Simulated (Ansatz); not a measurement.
# How much does Al in W(100), 2x2 scatter?, part 2 of 3

Wanted: the reflection from a plane of defects, Al in W(100), 2x2, and the resistivity it implies.

Ansatz 0.2.0; Ansatz plane-wave DFT, PBE, PAW files; ballistic transport by layer matching (Landauer), zero bias; PAW set soft_1 (the session's first sound run).

So far, resistivity per at.% scaled from this dense plane, with the factor 3/4 for isotropic scattering (µΩ cm): step 3 (resistance at ideal sites) 11.1.

**4. Relaxing the neighbours**

The neighbours of the defect are let go while the lead's layers stay on their sites, since a lead must repeat to 0.01 Å.

This step: Ansatz plane-wave DFT, PBE, PAW files; relaxation with the lead's layers held; PAW set soft_1 (Ansatz 0.2.0).

Input file input.yaml:

```yaml
crystal:
  lattice:
    - [6.3296, 0.0, 0.0]
    - [0.0, 6.3296, 0.0]
    - [0.0, 0.0, 28.4832]
  atoms:
    - { symbol: W, position: [0.0, 0.0, 0.0277777778] }
    - { symbol: W, position: [0.0, 0.5, 0.0277777778] }
    - { symbol: W, position: [0.5, 0.0, 0.0277777778] }
    - { symbol: W, position: [0.5, 0.5, 0.0277777778] }
    - { symbol: W, position: [0.25, 0.25, 0.0833333333] }
    - { symbol: W, position: [0.25, 0.75, 0.0833333333] }
    - { symbol: W, position: [0.75, 0.25, 0.0833333333] }
    - { symbol: W, position: [0.75, 0.75, 0.0833333333] }
    - { symbol: W, position: [0.0, 0.0, 0.1388888889] }
    - { symbol: W, position: [0.0, 0.5, 0.1388888889] }
    - { symbol: W, position: [0.5, 0.0, 0.1388888889] }
    - { symbol: W, position: [0.5, 0.5, 0.1388888889] }
    - { symbol: W, position: [0.25, 0.25, 0.1944444444] }
    - { symbol: W, position: [0.25, 0.75, 0.1944444444] }
    - { symbol: W, position: [0.75, 0.25, 0.1944444444] }
    - { symbol: W, position: [0.75, 0.75, 0.1944444444] }
    - { symbol: W, position: [0.0, 0.0, 0.25] }
    - { symbol: W, position: [0.0, 0.5, 0.25] }
    - { symbol: W, position: [0.5, 0.0, 0.25] }
    - { symbol: W, position: [0.5, 0.5, 0.25] }
    - { symbol: W, position: [0.25, 0.25, 0.3055555556] }
    - { symbol: W, position: [0.25, 0.75, 0.3055555556] }
    - { symbol: W, position: [0.75, 0.25, 0.3055555556] }
    - { symbol: W, position: [0.75, 0.75, 0.3055555556] }
    - { symbol: W, position: [0.0, 0.0, 0.3611111111] }
    - { symbol: W, position: [0.0, 0.5, 0.3611111111] }
    - { symbol: W, position: [0.5, 0.0, 0.3611111111] }
    - { symbol: W, position: [0.5, 0.5, 0.3611111111] }
    - { symbol: W, position: [0.25, 0.25, 0.4166666667] }
    - { symbol: W, position: [0.25, 0.75, 0.4166666667] }
    - { symbol: W, position: [0.75, 0.25, 0.4166666667] }
    - { symbol: W, position: [0.75, 0.75, 0.4166666667] }
    - { symbol: W, position: [0.0, 0.0, 0.4722222222] }
    - { symbol: W, position: [0.0, 0.5, 0.4722222222] }
    - { symbol: W, position: [0.5, 0.0, 0.4722222222] }
    - { symbol: W, position: [0.5, 0.5, 0.4722222222] }
    - { symbol: Al, position: [0.25, 0.25, 0.5277777778] }
    - { symbol: W, position: [0.25, 0.75, 0.5277777778] }
    - { symbol: W, position: [0.75, 0.25, 0.5277777778] }
    - { symbol: W, position: [0.75, 0.75, 0.5277777778] }
    - { symbol: W, position: [0.0, 0.0, 0.5833333333] }
    - { symbol: W, position: [0.0, 0.5, 0.5833333333] }
    - { symbol: W, position: [0.5, 0.0, 0.5833333333] }
    - { symbol: W, position: [0.5, 0.5, 0.5833333333] }
    - { symbol: W, position: [0.25, 0.25, 0.6388888889] }
    - { symbol: W, position: [0.25, 0.75, 0.6388888889] }
    - { symbol: W, position: [0.75, 0.25, 0.6388888889] }
    - { symbol: W, position: [0.75, 0.75, 0.6388888889] }
    - { symbol: W, position: [0.0, 0.0, 0.6944444444] }
    - { symbol: W, position: [0.0, 0.5, 0.6944444444] }
    - { symbol: W, position: [0.5, 0.0, 0.6944444444] }
    - { symbol: W, position: [0.5, 0.5, 0.6944444444] }
    - { symbol: W, position: [0.25, 0.25, 0.75] }
    - { symbol: W, position: [0.25, 0.75, 0.75] }
    - { symbol: W, position: [0.75, 0.25, 0.75] }
    - { symbol: W, position: [0.75, 0.75, 0.75] }
    - { symbol: W, position: [0.0, 0.0, 0.8055555556] }
    - { symbol: W, position: [0.0, 0.5, 0.8055555556] }
    - { symbol: W, position: [0.5, 0.0, 0.8055555556] }
    - { symbol: W, position: [0.5, 0.5, 0.8055555556] }
    - { symbol: W, position: [0.25, 0.25, 0.8611111111] }
    - { symbol: W, position: [0.25, 0.75, 0.8611111111] }
    - { symbol: W, position: [0.75, 0.25, 0.8611111111] }
    - { symbol: W, position: [0.75, 0.75, 0.8611111111] }
    - { symbol: W, position: [0.0, 0.0, 0.9166666667] }
    - { symbol: W, position: [0.0, 0.5, 0.9166666667] }
    - { symbol: W, position: [0.5, 0.0, 0.9166666667] }
    - { symbol: W, position: [0.5, 0.5, 0.9166666667] }
    - { symbol: W, position: [0.25, 0.25, 0.9722222222] }
    - { symbol: W, position: [0.25, 0.75, 0.9722222222] }
    - { symbol: W, position: [0.75, 0.25, 0.9722222222] }
    - { symbol: W, position: [0.75, 0.75, 0.9722222222] }
kpoints:
  mp_grid: { grid: [4, 4, 1] }
hamiltonian:
  xc: pbe
  pseudopotentials: { kind: paw, azcp: { folder: soft_1 } }
scf:
  occupations: { method: fermi_dirac, width: 0.1 }
relax:
  f_tol: 0.03
  max_steps: 40
  constraints:
    - { sites: [0, 1, 2, 3, 4, 5, 6, 7, 8, 9, 10, 11, 12, 13, 14, 15, 16, 17, 18, 19, 52, 53, 54, 55, 56, 57, 58, 59, 60, 61, 62, 63, 64, 65, 66, 67, 68, 69, 70, 71] }
```

On the command line:

```bash
$ ansatz run input.yaml --threads 4 --pin off --max-ram 15360MiB --backend cpu --events-out ev --progress --plain --runs-dir out
```

Numbers of over 12 decimals in the logs are rounded to 6 here.

What it wrote:

```text
Warning: crystal.symmetry: narrowed to the stabiliser of the relax constraints — unitary ops 16 → 8; lowered at sites 20, 21, 22, 23, 52, 53, 54, 55 (the operations that carried what is held of a site onto what its image site leaves free; the constrained walk keeps no symmetry that its constraints do not admit)
[...]
Crystal: 72 atoms, lattice volume = 1141.146 Å³
Basis set: ecut = 420 eV, 22299 PW (Γ), exchange–correlation on 90×90×384 points (8 copies of the dense FFT grid, shifted against one another)
Bands: 599, of which v1, the nominal top of the filled ones, is band 499 counted from 1 (498 counted from 0)
Symmetry: 8 space group operations
k-points: 6 of 16
[...]
SCF iter   1: F=—  HF=-737964.250282 eV  |F-HF|=—  |Δ(HF+E_count)|=         —  Δρ=6.79e-2  dr2=1.39e3  ethr=3.10e-3  ⟨swp⟩=5.7  Hψ=13409  notcnv=0
[...]
SCF iter   8: F=-737937.917490 eV  HF=-737937.917494 eV  |F-HF|=3.06e-6  |Δ(HF+E_count)|=   3.09e-6  Δρ=5.78e-6  dr2=3.23e-6  ethr=2.26e-9  ⟨swp⟩=3.0  Hψ=7922  notcnv=0
SCF 1 converged in 8 iterations: F = -737937.917490 eV  dr2 = 3.23e-6
[...]
relax step   1: F+E_penalty+E_count = -737937.91749045 eV  Δ(F+E_penalty+E_count) = +0.000e0 eV  max|allowed force component| = 6.676e-1 eV/Å  Δτ_max = 0.0000 Å  (8 SCF iters, dr2 threshold 2.25e-5 eV, accepted)
[...]
iter 1 solved again at ethr=7.40e-5 eV; its pass at ethr=3.10e-3 eV (dr2=7.38e-1 eV) is discarded
[...]
SCF iter   6: F=-737937.541278 eV  HF=-737937.541282 eV  |F-HF|=4.21e-6  |Δ(HF+E_count)|=   1.26e-6  Δρ=4.92e-6  dr2=4.35e-6  ethr=2.79e-9  ⟨swp⟩=3.0  Hψ=7892  notcnv=0
SCF 2 converged in 6 iterations: F = -737937.541278 eV  dr2 = 4.35e-6
[...]
relax step   2: F+E_penalty+E_count = -737937.54127789 eV  Δ(F+E_penalty+E_count) = +3.762e-1 eV  max|allowed force component| = 1.347e0 eV/Å  Δτ_max = 0.1547 Å  (6 SCF iters, dr2 threshold 2.79e-5 eV, rejected (line search))
SCF iter   1: F=—  HF=-737938.021108 eV  |F-HF|=—  |Δ(HF+E_count)|=         —  Δρ=4.45e-3  dr2=4.37e-1  ethr=4.11e-4  ⟨swp⟩=7.8  Hψ=10687  notcnv=0  defer=4
[...]
SCF iter   9: F=-737937.971518 eV  HF=-737937.971518 eV  |F-HF|=1.50e-8  |Δ(HF+E_count)|=   5.36e-9  Δρ=1.61e-7  dr2=1.52e-8  ethr=1.00e-11  ⟨swp⟩=2.7  Hψ=7123  notcnv=0
SCF 3 converged in 9 iterations: F = -737937.971518 eV  dr2 = 1.52e-8
relax step   3: F+E_penalty+E_count = -737937.97151798 eV  Δ(F+E_penalty+E_count) = -5.403e-2 eV  max|allowed force component| = 7.334e-2 eV/Å  Δτ_max = 0.0435 Å  (9 SCF iters, accepted)
SCF iter   1: F=—  HF=-737937.971685 eV  |F-HF|=—  |Δ(HF+E_count)|=         —  Δρ=1.71e-4  dr2=8.04e-4  ethr=4.82e-7  ⟨swp⟩=6.8  Hψ=8208  notcnv=0  defer=4
[...]
SCF iter   6: F=-737937.972054 eV  HF=-737937.972054 eV  |F-HF|=2.91e-9  |Δ(HF+E_count)|=   2.21e-9  Δρ=1.79e-7  dr2=2.93e-9  ethr=6.16e-12  ⟨swp⟩=1.8  Hψ=8782  notcnv=0
SCF 4 converged in 6 iterations: F = -737937.972054 eV  dr2 = 2.93e-9
relax step   4: F+E_penalty+E_count = -737937.97205430 eV  Δ(F+E_penalty+E_count) = -5.363e-4 eV  max|allowed force component| = 1.155e-2 eV/Å  Δτ_max = 0.0036 Å  (6 SCF iters, accepted)
SCF converged after 6 iterations
Free energy (F): -737937.972054 eV
[...]
Internal energy: -737936.837844 eV  (E = F + TS)
E sigma→0 (E₀):  -737937.404949 eV
Entropy (-TS):   -1.134210 eV (-15.753 meV/atom)
Fermi energy:    22.185490 eV
[...]
--- Forces (eV/Å), atoms counted from 1 ---
  atom   1  W      0.01418331     0.01418331    -0.00070637
  atom   2  W      0.01418331    -0.01418331    -0.00070637
  atom   3  W     -0.01418331     0.01418331    -0.00070637
  atom   4  W     -0.01418331    -0.01418331    -0.00070637
  atom   5  W     -0.00000000     0.00000000     0.00507820
  atom   6  W      0.00000000     0.00000000    -0.00924549
  atom   7  W     -0.00000000     0.00000000    -0.00924549
  atom   8  W     -0.00000000     0.00000000     0.04798382
  atom   9  W     -0.00193036    -0.00193036    -0.01647318
  atom  10  W     -0.00193036     0.00193036    -0.01647318
  atom  11  W      0.00193036    -0.00193036    -0.01647318
  atom  12  W      0.00193036     0.00193036    -0.01647318
  atom  13  W     -0.00000000     0.00000000     0.08781513
  atom  14  W      0.00000000     0.00000000    -0.00373058
  atom  15  W     -0.00000000     0.00000000    -0.00373058
  atom  16  W      0.00000000     0.00000000     0.10120939
  atom  17  W     -0.00364011    -0.00364011     0.04192603
  atom  18  W     -0.00364011     0.00364011     0.04192603
  atom  19  W      0.00364011    -0.00364011     0.04192603
  atom  20  W      0.00364011     0.00364011     0.04192603
  atom  21  W     -0.00000000     0.00000000     0.01154832
  atom  22  W      0.00000000     0.00000000     0.00477276
  atom  23  W     -0.00000000     0.00000000     0.00477276
  atom  24  W      0.00000000     0.00000000    -0.00139633
  atom  25  W     -0.00217495    -0.00217495    -0.00560319
  atom  26  W     -0.00217495     0.00217495    -0.00560319
  atom  27  W      0.00217495    -0.00217495    -0.00560319
  atom  28  W      0.00217495     0.00217495    -0.00560319
  atom  29  W     -0.00000000     0.00000000     0.00942188
  atom  30  W      0.00000000     0.00000000     0.00783058
  atom  31  W      0.00000000     0.00000000     0.00783058
  atom  32  W      0.00000000     0.00000000     0.00426416
  atom  33  W      0.00436776     0.00436776     0.00272227
  atom  34  W      0.00436776    -0.00436776     0.00272227
  atom  35  W     -0.00436776     0.00436776     0.00272227
  atom  36  W     -0.00436776    -0.00436776     0.00272227
  atom  37  Al    -0.00000000     0.00000000     0.00018487
  atom  38  W      0.00000000     0.00000000     0.00042731
  atom  39  W      0.00000000     0.00000000     0.00042731
  atom  40  W      0.00000000     0.00000000     0.00064368
[...]
atom  61  W      0.00000000     0.00000000    -0.03048660
  atom  62  W      0.00000000     0.00000000     0.02043765
  atom  63  W     -0.00000000     0.00000000     0.02043765
  atom  64  W      0.00000000     0.00000000    -0.05730408
  atom  65  W     -0.00181480    -0.00181480     0.01437770
  atom  66  W     -0.00181480     0.00181480     0.01437770
  atom  67  W      0.00181480    -0.00181480     0.01437770
  atom  68  W      0.00181480     0.00181480     0.01437770
  atom  69  W     -0.00000000     0.00000000     0.00260028
  atom  70  W     -0.00000000     0.00000000     0.00577859
  atom  71  W      0.00000000     0.00000000     0.00577859
  atom  72  W      0.00000000     0.00000000    -0.04074429
  max |Σ_I F_I| component: 3.12e-7 eV/Å
--- Relaxed structure (4 steps of the walk, 3 accepted, 0 SCFs on fresh bases) ---
  F+E_penalty+E_count = -737937.97205430 eV   max|allowed force component| = 1.155e-2 eV/Å
  atoms:
    - { symbol: W, position: [0.0, 0.0, 0.027778] }
    - { symbol: W, position: [0.0, 0.5, 0.027778] }
    - { symbol: W, position: [0.5, 0.0, 0.027778] }
    - { symbol: W, position: [0.5, 0.5, 0.027778] }
    - { symbol: W, position: [0.25, 0.25, 0.083333] }
    - { symbol: W, position: [0.25, 0.75, 0.083333] }
    - { symbol: W, position: [0.75, 0.25, 0.083333] }
    - { symbol: W, position: [0.75, 0.75, 0.083333] }
    - { symbol: W, position: [0.0, 0.0, 0.138889] }
    - { symbol: W, position: [0.0, 0.5, 0.138889] }
    - { symbol: W, position: [0.5, 0.0, 0.138889] }
    - { symbol: W, position: [0.5, 0.5, 0.138889] }
    - { symbol: W, position: [0.25, 0.25, 0.194444] }
    - { symbol: W, position: [0.25, 0.75, 0.194444] }
    - { symbol: W, position: [0.75, 0.25, 0.194444] }
    - { symbol: W, position: [0.75, 0.75, 0.194444] }
    - { symbol: W, position: [0.0, 0.0, 0.250000] }
    - { symbol: W, position: [0.0, 0.5, 0.250000] }
    - { symbol: W, position: [0.5, 0.0, 0.250000] }
    - { symbol: W, position: [0.5, 0.5, 0.250000] }
    - { symbol: W, position: [0.25, 0.25, 0.306161] }
    - { symbol: W, position: [0.25, 0.75, 0.305618] }
    - { symbol: W, position: [0.75, 0.25, 0.305618] }
    - { symbol: W, position: [0.75, 0.75, 0.306002] }
    - { symbol: W, position: [0.000104856, 0.000104856, 0.361246] }
    - { symbol: W, position: [0.000104856, 0.499895, 0.361246] }
    - { symbol: W, position: [0.499895, 0.000104856, 0.361246] }
    - { symbol: W, position: [0.499895, 0.499895, 0.361246] }
    - { symbol: W, position: [0.25, 0.25, 0.418319] }
    - { symbol: W, position: [0.25, 0.75, 0.416787] }
    - { symbol: W, position: [0.75, 0.25, 0.416787] }
    - { symbol: W, position: [0.75, 0.75, 0.416899] }
    - { symbol: W, position: [-0.00143521, -0.00143521, 0.472047] }
    - { symbol: W, position: [-0.00143521, 0.501435, 0.472047] }
    - { symbol: W, position: [0.501435, -0.00143521, 0.472047] }
    - { symbol: W, position: [0.501435, 0.501435, 0.472047] }
    - { symbol: Al, position: [0.25, 0.25, 0.527885] }
    - { symbol: W, position: [0.25, 0.75, 0.527880] }
    - { symbol: W, position: [0.75, 0.25, 0.527880] }
    - { symbol: W, position: [0.75, 0.75, 0.527904] }
    - { symbol: W, position: [-0.00141814, -0.00141814, 0.583729] }
[...]
- { symbol: W, position: [0.25, 0.25, 0.861111] }
    - { symbol: W, position: [0.25, 0.75, 0.861111] }
    - { symbol: W, position: [0.75, 0.25, 0.861111] }
    - { symbol: W, position: [0.75, 0.75, 0.861111] }
    - { symbol: W, position: [0.0, 0.0, 0.916667] }
    - { symbol: W, position: [0.0, 0.5, 0.916667] }
    - { symbol: W, position: [0.5, 0.0, 0.916667] }
    - { symbol: W, position: [0.5, 0.5, 0.916667] }
    - { symbol: W, position: [0.25, 0.25, 0.972222] }
    - { symbol: W, position: [0.25, 0.75, 0.972222] }
    - { symbol: W, position: [0.75, 0.25, 0.972222] }
    - { symbol: W, position: [0.75, 0.75, 0.972222] }
```

Elapsed: 14 min, on 4 threads of Arm Neoverse V1, shared host; peak memory 8.8 GiB; 56 min of CPU time.

Relaxation path:

```csv
step,energy less that of the first step (eV),largest force component (eV/Å)
1,0.0000,0.6676
2,0.3762,1.3468
3,-0.0540,0.0733
4,-0.0546,0.0115
```

Relaxation step 2 was tried and not accepted.

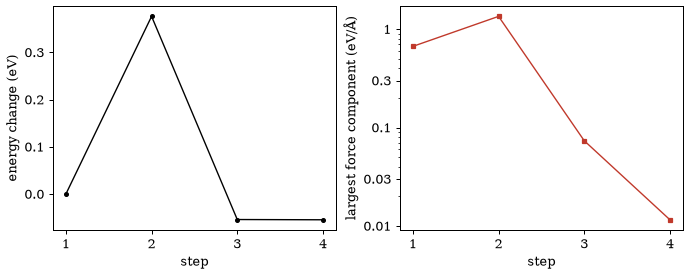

Energy and largest force along the relaxation.

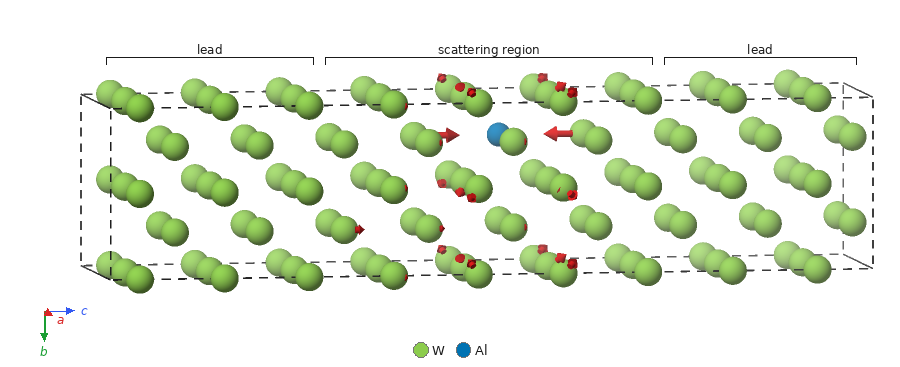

Displacements in the relaxation, exaggerated; the longest in the cell stands for 0.05 Å. Some periodic images of atoms are drawn too.

The atoms that moved most (Å):

```csv
atom,dx,dy,dz,length
W29,0.000,0.000,0.047,0.047
W45,0.000,0.000,-0.040,0.040
W21,0.000,0.000,0.017,0.017
W41,-0.009,-0.009,0.011,0.017
W43,0.009,-0.009,0.011,0.017
W42,-0.009,0.009,0.011,0.017
W44,0.009,0.009,0.011,0.017
W36,0.009,0.009,-0.005,0.014
```

This step gave:

```
free energy             : -737937.9721 eV
energy at zero smearing : -737937.4049 eV
Fermi energy            : 22.19 eV
```

The largest force component on a free atom ends at 0.012 eV/Å, under the tolerance of 0.03, after 4 steps.

[end of part 2 of 3]

[Logs are printed without paths, hosts, clocks, repeated set-up lines and the standing remarks that a program may print on its own settings, such as how far it seeks lower states.]

[Hosts, paths, dates, database ids (printed as entryN), source tags and the programs' standing remarks are cut or masked in the printed files.]
